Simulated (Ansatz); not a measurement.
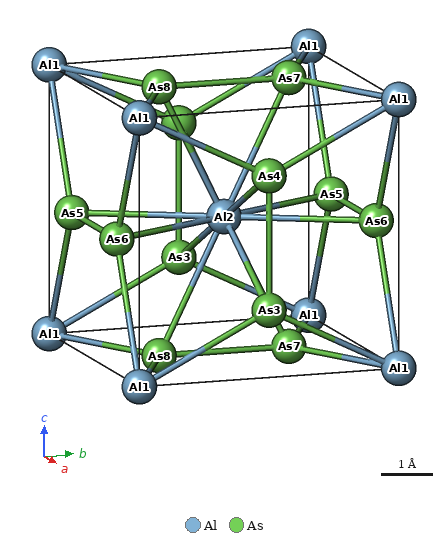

**Figure 1.** The structure as given in the input (ball-and-stick view of the cell of the calculation, seen slightly off an axis; atoms are numbered from 1 in the order of the input).

# AlAs₃: single-point calculation

The run: single-point calculation of AlAs₃ (Pm-3n, 8 atoms in the cell). Method and program: DFT r2SCAN, scalar-relativistic, plane waves, PAW, no spin polarisation (Ansatz 0.2.0).

The structure was made by swapping elements on the sites of another compound; it need not be a known phase. It belongs to a series of runs on one base structure; here: A15 type (Pm-3n, No. 223). Figures and captions count atoms from 1; the log counts them from 0 in places.

### Output
```
Engine: ansatz 0.2.0, x86_64-unknown-linux-gnu
Pseudopotentials: kind: paw
Pseudopotential: Al, paw, valence charge 3, recommended cutoff 500 eV (meta_gga), Al.paw.azcp
Pseudopotential: As, paw, valence charge 15, recommended cutoff 500 eV (meta_gga), As.paw.azcp
Functional definition: r2SCAN
  parameter k0 = 0.174
  parameter k1 = 0.065
  parameter a1 = 4.9479
  exchange = r2scan_x(k0 = k0, k1 = k1, a1 = a1)
  correlation = r2scan_c
Crystal: 8 atoms, lattice volume = 160.501 Å³
Basis set: ecut = 500 eV, 4067 PW (Γ), exchange–correlation on 160×160×160 points (64 copies of the dense FFT grid, shifted against one another)
Bands: 58, of which v1, the nominal top of the filled ones, is band 48 counted from 1 (47 counted from 0)
Symmetry: 48 space group operations
Space group: Pm-3n (ITA 223), of the structure as read, at distance tolerance 5.4e-5 Å
k-points: 10 of 64
Non-local potential: Al, projectors of the file, l = 0: 2, l = 1: 2, l = 2: 1
Non-local potential: As, projectors of the file, l = 0: 2, l = 1: 2, l = 2: 3, l = 3: 1
PAW form: soft (Blöchl's): semilocal exchange-correlation on the pseudo side does not see the compensation charge
PAW frozen core: Al, regenerated for the run's functional (the file was generated under x = pbe(κ = 0.804, μ = 0.2195149727645171), c = pbe(β = 0.06672455060314922))
PAW frozen core: As, regenerated for the run's functional (the file was generated under x = pbe(κ = 0.804, μ = 0.2195149727645171), c = pbe(β = 0.06672455060314922))
PAW one-centre angular grid: Al, 302 points (default); XC on 160 Gauss nodes
PAW one-centre angular grid: As, 590 points (default); XC on 160 Gauss nodes
Initial density: superposition of atomic densities (neutral atoms: chi_scale 0, normalization atom), corrected by the library's trained network
Initial wavefunctions: pseudopotential atomic-orbital guess
Functional: x = r2scan, c = r2scan; τ floored in thin density (d = 2e-4 eV/Å³)
SCF iter   1: F=-30263.556570 eV  HF=-30263.578655 eV  |F-HF|=2.21e-2  |Δ(HF+E_count)|=         —  Δρ=4.07e-3  dr2=6.14e-2  dr2_τ=4.50e-3  ethr=1.77e-3  ⟨swp⟩=5.7  Hψ=2096  notcnv=0
preconditioner: auto → Kerker (q_TF=auto, 2.504 Å⁻¹)  [metal: Δε(μ)=0.015 eV  Ē_g=8.351 eV  σ=0.100 eV  W_gap=0.08  n_scr=32 (ndim 8)  ℏωp=17.6 eV  f_vac=0.000  D(μ)=6.83/eV (n_scr^D=56)]
SCF iter   2: F=-30263.591040 eV  HF=-30263.606246 eV  |F-HF|=1.52e-2  |Δ(HF+E_count)|=   2.76e-2  Δρ=2.66e-3  dr2=2.56e-2  dr2_τ=6.75e-5  ethr=6.39e-5  ⟨swp⟩=2.0  Hψ=1265  notcnv=0  defer=25
SCF iter   3: F=-30263.598028 eV  HF=-30263.602328 eV  |F-HF|=4.30e-3  |Δ(HF+E_count)|=   3.92e-3  Δρ=1.42e-3  dr2=7.14e-3  dr2_τ=2.66e-5  ethr=2.66e-5  ⟨swp⟩=2.0  Hψ=650  notcnv=0  defer=25
SCF iter   4: F=-30263.600710 eV  HF=-30263.600647 eV  |F-HF|=6.22e-5  |Δ(HF+E_count)|=   1.68e-3  Δρ=2.71e-4  dr2=8.90e-5  dr2_τ=1.72e-6  ethr=7.44e-6  ⟨swp⟩=2.0  Hψ=776  notcnv=0  defer=25
SCF iter   5: F=-30263.600721 eV  HF=-30263.600714 eV  |F-HF|=6.63e-6  |Δ(HF+E_count)|=   6.69e-5  Δρ=6.90e-5  dr2=7.82e-6  dr2_τ=8.37e-8  ethr=9.27e-8  ⟨swp⟩=2.0  Hψ=746  notcnv=0  defer=25
SCF iter   6: F=-30263.600723 eV  HF=-30263.600722 eV  |F-HF|=3.12e-7  |Δ(HF+E_count)|=   8.18e-6  Δρ=1.77e-5  dr2=7.11e-7  dr2_τ=5.49e-9  ethr=8.14e-9  ⟨swp⟩=2.0  Hψ=743  notcnv=0  defer=25
SCF iter   7: F=-30263.600723 eV  HF=-30263.600723 eV  |F-HF|=2.83e-8  |Δ(HF+E_count)|=   5.61e-7  Δρ=4.48e-6  dr2=3.75e-8  dr2_τ=3.41e-10  ethr=1.04e-10  ⟨swp⟩=8.8  Hψ=2400  notcnv=0
SCF 1 converged in 7 iterations: F = -30263.600723 eV  dr2 = 3.75e-8
  greatest PAW one-centre occupation: 0.999 electrons in one spin orbital (limit 2), on the As atom at site 3 (counted from 0), in its partial waves of l = 2
```

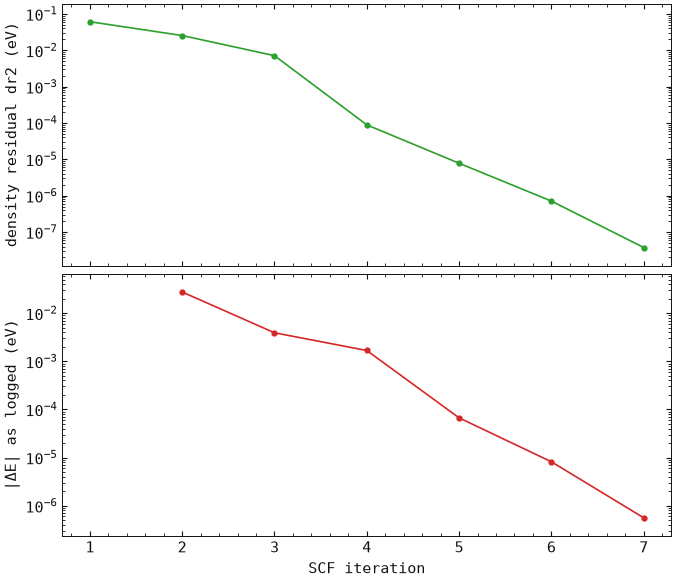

**Figure 2.** Convergence of the self-consistent field: density residual dr2 and size of the energy change against the SCF iteration. The residual falls at every step.

```
SCF converged after 7 iterations
Free energy (F): -30263.600723 eV
Harris-Foulkes:  -30263.600723 eV  (|F-HF|=2.83e-8)
Internal energy: -30263.564874 eV  (E = F + TS)
E sigma→0 (E₀):  -30263.582799 eV
Entropy (-TS):   -0.035849 eV (-4.481 meV/atom)
Fermi energy:    10.162215 eV
--- Per-component energies (eV) ---
  E_band       = -1454.389178
  E_kinetic    = 648.540679
  E_local      = -10559.333671  (includes V_loc(G=0)·N_el)
  E_nonlocal   = -4005.470836
  E_hartree    = 5834.160824
  E_xc         = -512.594938
  E_vxc        = -563.592174  (∫ρ·V_xc dr)
  E_paw        = -12024.174455  (= ΣΔE_a)
  E_vpaw       = 1326.552528  (= ΣTr[D̂ρ^β])
  E_aug_tail   = -0.000037  (compensation charges beyond the density's cutoff)
  E_vtau       = 30.605256  (kinetic-family band-sum trace: ∫τ·v_τ [+ j·A + Jᵃ·Aᵃ] dr)
  E_ewald      = -9635.827776
  E_core_change = -8.864663  (= ΣΔE_core)
  E_smearing   = -0.035849  (= −TS)
  E_closure    = -0.000000  (closes the sum)
  Σ components = -30263.600723   (vs F -30263.600723, Δ=0.00e0)
--- Forces (eV/Å), atoms counted from 1 ---
  atom   1  Al    -0.00000000     0.00000000     0.00000000
  atom   2  Al    -0.00000000    -0.00000000    -0.00000000
  atom   3  As     0.00000000     0.00000000     0.00000000
  atom   4  As    -0.00000000     0.00000000     0.00000000
  atom   5  As     0.00000000     0.00000000     0.00000000
  atom   6  As     0.00000000    -0.00000000     0.00000000
  atom   7  As    -0.00000000    -0.00000000     0.00000000
  atom   8  As     0.00000000    -0.00000000     0.00000000
  max |Σ_I F_I| component: 1.38e-17 eV/Å
--- Stress (GPa, compression-positive) ---
       -4.863307       0.000000       0.000000
       -0.000000      -4.863307       0.000000
        0.000000       0.000000      -4.863307
  P = ⅓ Tr σ = -4.8633 GPa (-48.633 kbar)
--- Band table (eV; the first three rows and the last of 10) ---
  k-point 0: bands = ["-26.8032", "-26.8009", "-26.8009", "-26.7675", "-26.7675", "-26.7675", "-26.7591", "-26.7591", "-26.7591", "-26.7540", "-26.7506", "-26.7506", "-26.7487", "-26.7483", "-26.7483", "-26.7483", "-26.7455", "-26.7455", "-26.7455", "-26.7394", "-26.7394", "-26.7308", "-26.7308", "-26.7308", "-26.7308", "-26.7308", "-26.7308", "-26.7032", "-26.7032", "-26.7032", "-4.6354", "-1.7272", "-1.7272", "0.5631", "0.5631", "0.5631", "3.5902", "4.8707", "4.8707", "5.2787", "5.2787", "5.2787", "8.2520", "8.2520", "8.2520", "8.2723", "8.2723", "8.2723", "8.5470", "10.2168", "11.0817", "11.0817", "11.0817", "14.1522", "14.1522", "14.1522", "15.2808", "15.2809"]
  k-point 1: bands = ["-26.8023", "-26.8011", "-26.7872", "-26.7667", "-26.7655", "-26.7655", "-26.7610", "-26.7568", "-26.7568", "-26.7527", "-26.7503", "-26.7500", "-26.7489", "-26.7489", "-26.7485", "-26.7481", "-26.7459", "-26.7447", "-26.7447", "-26.7404", "-26.7401", "-26.7352", "-26.7352", "-26.7310", "-26.7310", "-26.7305", "-26.7305", "-26.7176", "-26.7030", "-26.7030", "-4.3493", "-2.3948", "-1.4688", "0.1089", "0.6587", "0.6587", "3.5231", "4.5559", "4.9331", "4.9331", "5.4972", "6.8910", "7.0640", "7.3039", "7.3039", "8.5333", "9.8802", "9.9201", "9.9201", "10.4322", "10.5752", "10.5752", "10.7706", "12.5733", "15.2442", "15.3035", "15.4183", "15.4183"]
  k-point 2: bands = ["-26.8017", "-26.8017", "-26.7644", "-26.7644", "-26.7640", "-26.7640", "-26.7527", "-26.7527", "-26.7524", "-26.7524", "-26.7501", "-26.7501", "-26.7498", "-26.7498", "-26.7468", "-26.7468", "-26.7454", "-26.7454", "-26.7449", "-26.7449", "-26.7440", "-26.7440", "-26.7410", "-26.7410", "-26.7311", "-26.7311", "-26.7303", "-26.7303", "-26.7029", "-26.7029", "-3.5315", "-3.5315", "-0.7595", "-0.7595", "0.7655", "0.7655", "3.7678", "3.7678", "4.5593", "4.5593", "7.1223", "7.1223", "7.2843", "7.2843", "8.6109", "8.6109", "9.3321", "9.3321", "9.4127", "9.4127", "11.5120", "11.5120", "11.8652", "11.8652", "14.4437", "14.4437", "15.6080", "15.6080"]
  k-point 9: bands = ["-26.7540", "-26.7540", "-26.7540", "-26.7540", "-26.7540", "-26.7540", "-26.7527", "-26.7527", "-26.7527", "-26.7527", "-26.7527", "-26.7527", "-26.7487", "-26.7487", "-26.7487", "-26.7487", "-26.7443", "-26.7443", "-26.7437", "-26.7437", "-26.7437", "-26.7437", "-26.7437", "-26.7437", "-26.7429", "-26.7429", "-26.7429", "-26.7429", "-26.7429", "-26.7429", "-1.6855", "-1.6855", "-1.6855", "-1.6855", "-1.6855", "-1.6855", "2.6690", "2.6690", "8.5083", "8.5083", "8.5083", "8.5083", "8.5083", "8.5083", "10.2250", "10.2250", "10.2250", "10.2250", "10.2250", "10.2250", "10.2337", "10.2337", "10.2337", "10.2337", "12.6748", "12.6748", "13.6861", "13.6861"]
```

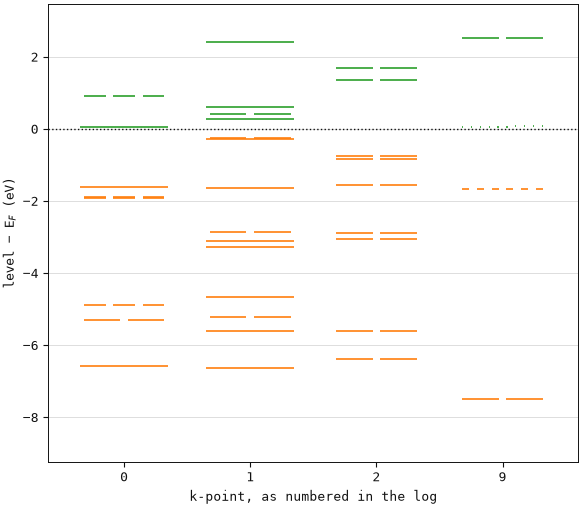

**Figure 3.** Kohn–Sham levels near the Fermi level (dotted) at the few k-points that the log prints; levels within 0.02 eV of each other stand side by side. The system is metallic on the full mesh.

The run was set up as follows.

### Input file
```yaml
crystal:
  lattice:
    - [5.4344943263, 0.0, 0.0]
    - [0.0, 5.4344943263, 0.0]
    - [0.0, 0.0, 5.4344943263]
  atoms:
    - { symbol: Al, position: [0.0, 0.0, 0.0] }
    - { symbol: Al, position: [0.5, 0.5, 0.5] }
    - { symbol: As, position: [0.0, 0.5, 0.25] }
    - { symbol: As, position: [0.0, 0.5, 0.75] }
    - { symbol: As, position: [0.25, 0.0, 0.5] }
    - { symbol: As, position: [0.75, 0.0, 0.5] }
    - { symbol: As, position: [0.5, 0.75, 0.0] }
    - { symbol: As, position: [0.5, 0.25, 0.0] }
basis:
  ecutwfc: 500
kpoints:
  mp_grid: { grid: [4, 4, 4] }
hamiltonian:
  xc: r2scan
scf:
  occupations: { method: gaussian, width: 0.1 }
  lower_state_search: "off"
output:
  forces: true
  stress: true
  eigenvalues: true
```

Command:
```bash
ansatz run input.yaml --threads 1 --pin off --max-ram 2560MiB --backend cpu --events-out ev --progress --plain --runs-dir out
```

### Results in brief

```json
{"quantity": "outcome", "value": "converged"}
{"quantity": "space group (tolerance 0.01 Å)", "value": "Pm-3n (223)"}
{"quantity": "electrons treated", "value": "96"}
{"quantity": "free energy", "value": "−30263.6007 eV"}
{"quantity": "Fermi energy", "value": "10.162 eV"}
{"quantity": "gap on the k-point mesh", "value": "none (metallic)"}
{"quantity": "pressure", "value": "−4.86 GPa"}
{"quantity": "largest force (length of the vector)", "value": "under 0.001 eV/Å"}
{"quantity": "hardware", "value": "1 thread of Intel Xeon @ 2.50GHz (Skylake/Cascade Lake), 192 GiB of memory available, shared host"}
{"quantity": "wall time", "value": "16 s"}
{"quantity": "peak memory", "value": "0.75 GiB"}
```
